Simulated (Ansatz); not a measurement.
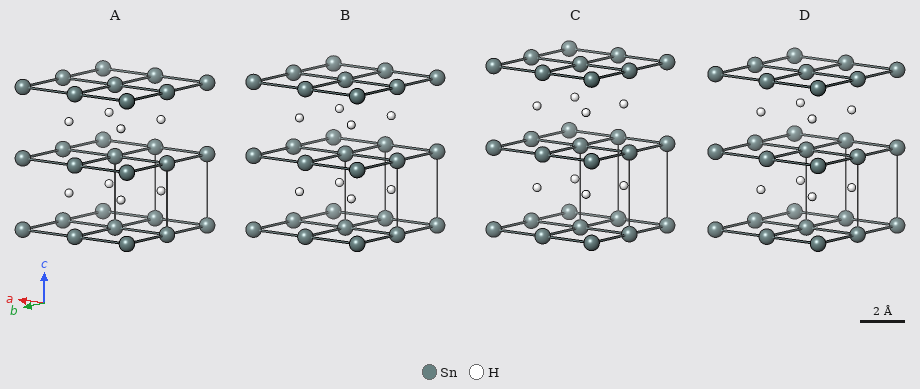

4 geometries from one relaxation of solid SnH (a generated structure, set up in P4/mmm) (coarse preliminary run), in shuffled order. Style: ball-and-stick. Shown: the cell of the calculation, repeated 2 × 2 × 2 with one cell outlined, from a free direction.

The calculation used DFT PBE, scalar-relativistic, plane waves, PAW in Ansatz. Set-up: plane-wave cutoff 420 eV; k-point mesh 6 × 6 × 4; occupations gaussian; smearing width 0.1 eV; no spin polarisation; cell and atoms relaxed; force threshold 0.04 eV/Å; at most 70 steps.

> Put them in the order of the run, from the start to the converged end.

C, D, B, A. They are steps 0, 1, 2, 5, at +139 meV per atom, +42.1 meV per atom, +9.7 meV per atom relative to the last. Over 4 accepted moves (5 points after the start) the energy falls by 139 meV per atom. All forces vanish by symmetry, so only the cell relaxes. The pressure goes from 4.61 to −0.05 GPa. The SCF was repeated once at an unchanged geometry on a basis and grid sized afresh for the cell, which shifted the energy by 0.4 meV per atom at most. No atom moves by more than 0.005 Å relative to the cell. Cell: a = b 2.870 → 3.049 Å (+6.2 %), c 3.854 → 3.366 Å (−12.7 %). Volume −1.4 %. Among the contacts that change: Sn–Sn 2.870 → 3.049 Å. The space group stays P4/mmm (No. 123).

Limits of the set-up: the k-point mesh is coarse for a cell with partly filled bands.
